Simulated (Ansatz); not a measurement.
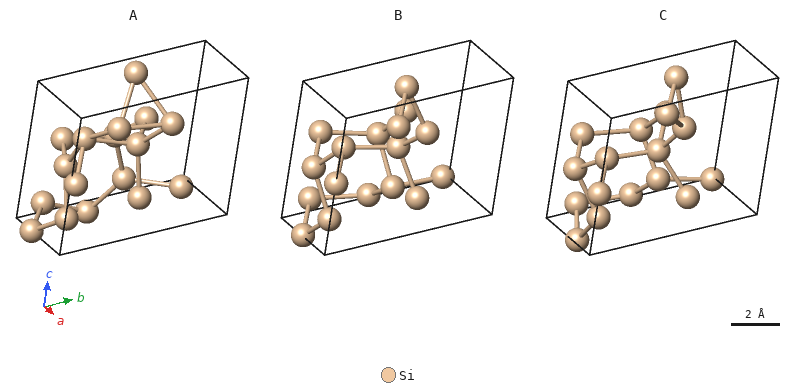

Molecular dynamics of Si with an interstitial Si (17 atoms in the cell), 380 fs long. 3 frames in shuffled order; frame B is the first. A ball-and-stick model of the reduced simulation cell, seen slightly off an axis. Atoms are followed out of the cell. Bonds to atoms that aren't drawn are left out. Lengths and directions refer to the drawn axes.

Method: DFT PBEsol, scalar-relativistic, plane waves, PAW (Ansatz). Settings: plane-wave cutoff 420 eV; k-point mesh 2 × 2 × 2; Fermi-Dirac smearing 0.05 eV; Nosé-Hoover thermostat (NVT); set temperature 900 K; time step 2 fs; thermostat time 100.0 fs.

Q: Put the frames in order of time.

A: B, C, A, at 0 fs, 210 fs, 380 fs; the root-mean-square distance from the start grows as 0.00, 0.41, 0.81 Å. In the second half of the run the atoms are, in the root-mean-square, this far from where they began (common drift taken out): Si 0.61 Å. Against the typical shortest distance between atoms in the first frame, about 2.3 Å these are large excursions, but over 380 fs one can't yet tell strong vibration from the start of diffusion. 1 of the 17 free atoms end more than three quarters of that spacing from the start. Bond changes: 5 Si–Si bonds form between 106 fs and 346 fs; 4 Si–Si bonds break between 128 fs and 296 fs.

Limits of the set-up: the k-point mesh is coarse for a cell with partly filled bands; the periodic images lie only 7.7 Å apart, so the values are limited by the cell's size.

PAW datasets: the set soft_1.
